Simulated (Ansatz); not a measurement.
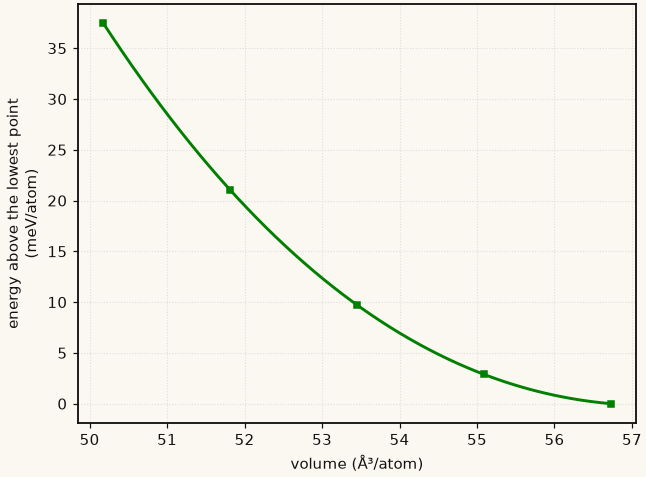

Plotted: energy above the lowest point against volume.

Calculation (Ansatz 0.2.0 development build): equation of state of a cubic crystal from periodic Kohn-Sham density functional theory without spin; pressure corrected for the finite basis. Level: HSE06.

**For which of these solids was it computed?**
A. Sr, Fm-3m (No. 225)
B. InSb, F-43m (No. 216)
C. Ba, Im-3m (No. 229)

A, Sr: energy above the lowest point from 0.0 meV/atom to 37.4 meV/atom. The others give: Ba, energy above the lowest point from 0.0 meV/atom to 38.2 meV/atom; InSb, energy above the lowest point from 0.0 meV/atom to 22.2 meV/atom.

For Ba, limits of the calculation: modest k-mesh, values are not fully converged in k; the volumes run don't bracket the minimum of the energy, so any equilibrium value is extrapolated.

For InSb, limits of the calculation: coarse k-mesh, values are not converged in k.

For Sr, limits of the calculation: modest k-mesh, values are not fully converged in k; the volumes run don't bracket the minimum of the energy, so any equilibrium value is extrapolated.
